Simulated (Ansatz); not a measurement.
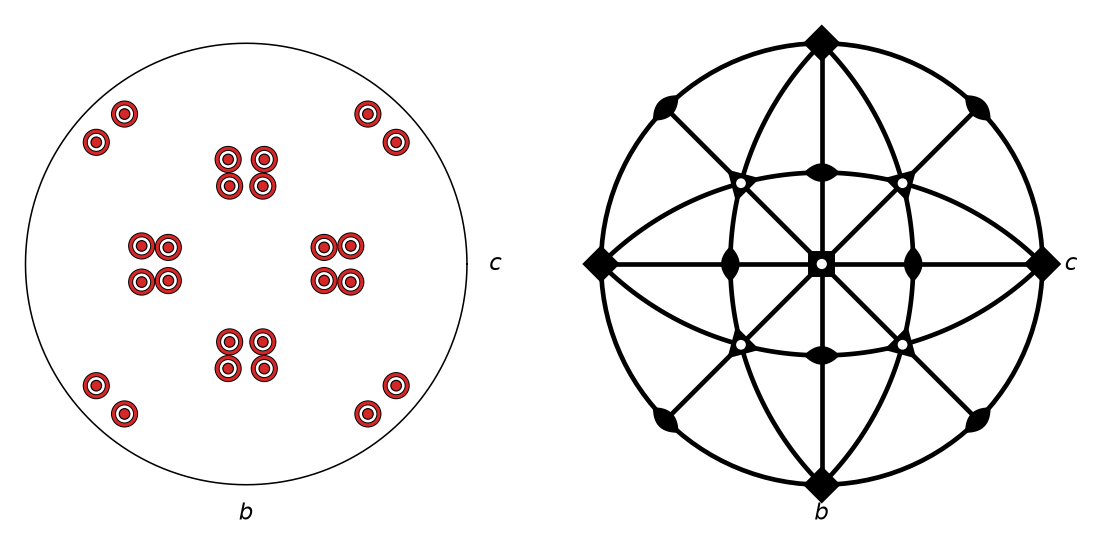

Stereographic projection: filled dots lie in the upper hemisphere, open rings in the lower; heavy lines are mirror planes (a heavy rim: a mirror in the plane of the page); lens, triangle, square and hexagon are 2-, 3-, 4- and 6-fold axes, a lens in an open square is −4, a triangle in an open hexagon −6; thin dashed diameters join the ends of axes that lie in the page; a small open circle marks inversion. The a axis points at the viewer. Left: one general form; right: the symmetry elements. Computed from the symmetry operations of a computed or model structure of composition SnSe.

Which point group is this?

m-3m (Oh), order 48, cubic system: three fourfold axes, four threefold axes, six twofold axes, nine mirror planes, an inversion centre.

Which physical properties does it allow?

It is centrosymmetric, so neither piezoelectric nor pyroelectric; it is not chiral.
